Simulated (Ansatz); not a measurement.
Crystal: ZrO2, the input geometry of an electronic-structure calculation (not necessarily at equilibrium); the starting structure was generated, so it need not be a known form of this composition.

```xyz
12
Lattice="5.0894 0.0000 0.0000 0.0000 5.0894 0.0000 0.0000 0.0000 5.0894" Properties=species:S:1:pos:R:3 pbc="T T T"
Zr    0.0000    0.0000    0.0000
O     1.2724    3.8171    3.8171
O     1.2724    1.2724    3.8171
Zr    0.0000    2.5447    2.5447
O     1.2724    1.2724    1.2724
O     1.2724    3.8171    1.2724
Zr    2.5447    0.0000    2.5447
O     3.8171    3.8171    1.2724
O     3.8171    1.2724    1.2724
Zr    2.5447    2.5447    0.0000
O     3.8171    1.2724    3.8171
O     3.8171    3.8171    3.8171
```

Q: What does its first Brillouin zone look like, and which path through it is standard?

A: It has a face-centred cubic lattice (cF; extended symbol cF2). The zone is a truncated octahedron in its combinatorial type: 14 faces (6 with 4 edges, 8 with 6 edges), 36 edges, 24 vertices. Path: Γ–X–U | K–Γ–L–W–X.

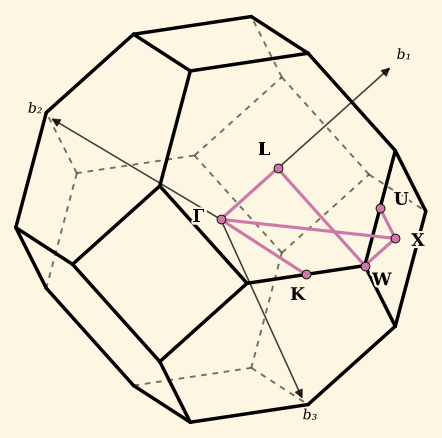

Labels and path follow the convention of Hinuma et al. (2017), as computed by seekpath; the arrows show the directions of the reciprocal primitive vectors b₁, b₂, b₃, in which coordinates are given; lengths include the factor 2π.

```
point   k₁   k₂   k₃  length of k (1/Å)
    Γ    0    0    0              0.000
    X  1/2    0  1/2              1.235
    L  1/2  1/2  1/2              1.069
    W  1/2  1/4  3/4              1.380
    K  3/8  3/8  3/4              1.309
    U  5/8  1/4  5/8              1.309
```
